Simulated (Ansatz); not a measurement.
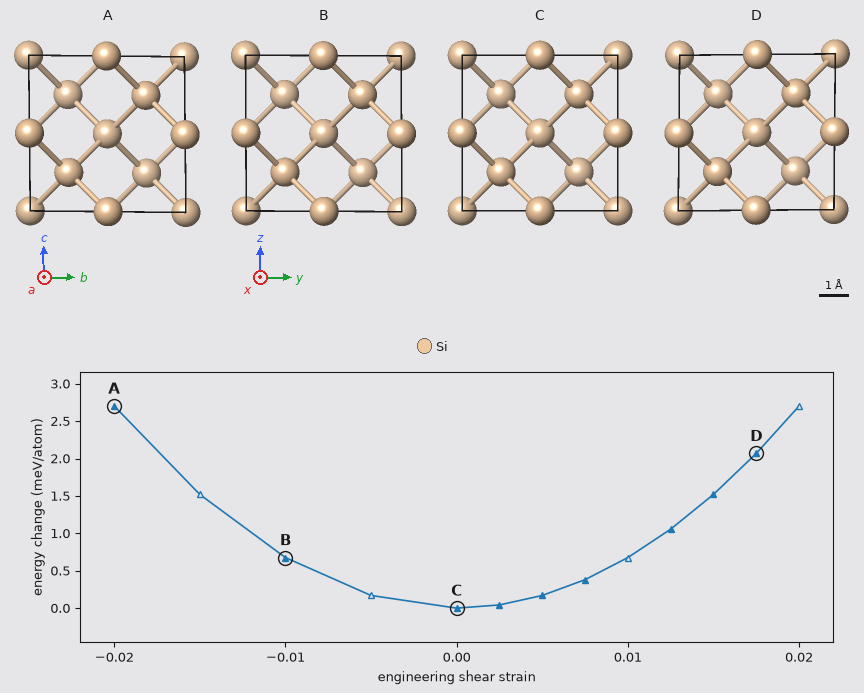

A scan of crystalline Si (Fd-3m): the cell is strained in shear in the yz plane, with the atoms kept at their fractional coordinates. x, y and z are the Cartesian axes of the input. The lettered frames are marked on the plot. Hollow markers are points alike by symmetry, not computed again. A ball-and-stick model of the conventional cell (4 times the calculation's cell), seen along the a axis. Lengths and directions refer to the drawn axes.

These are results of Ansatz 0.2.0, DFT r2SCAN, scalar-relativistic, plane waves, PAW, not measurements. Set-up: plane-wave cutoff 500 eV; k-point mesh 8 × 8 × 8; occupations gaussian; smearing width 0.05 eV; no spin polarisation. Energies (free energies at the smearing named) are counted from the relaxed crystal.

**What does the scan show?**

The lowest computed point lies at the strain 0.00 (0.00 meV/atom). The curvature at zero strain, (1/V) d²E/dε², is about 110 GPa; it is C₄₄ with clamped ions. The distortion takes the space group from Fd-3m to Imma. At the strain −0.02 the cell of the drawing goes α 90.0° → 91.1°.

The computed points:

```csv
engineering shear strain,energy change (meV/atom)
−0.0200,2.70
−0.0150,1.52
−0.0100,0.68
−0.0050,0.17
0.0000,0.00
0.0025,0.04
0.0050,0.17
0.0075,0.38
0.0100,0.68
0.0125,1.06
0.0150,1.52
0.0175,2.07
0.0200,2.70
```

Points that are alike by symmetry were computed once.
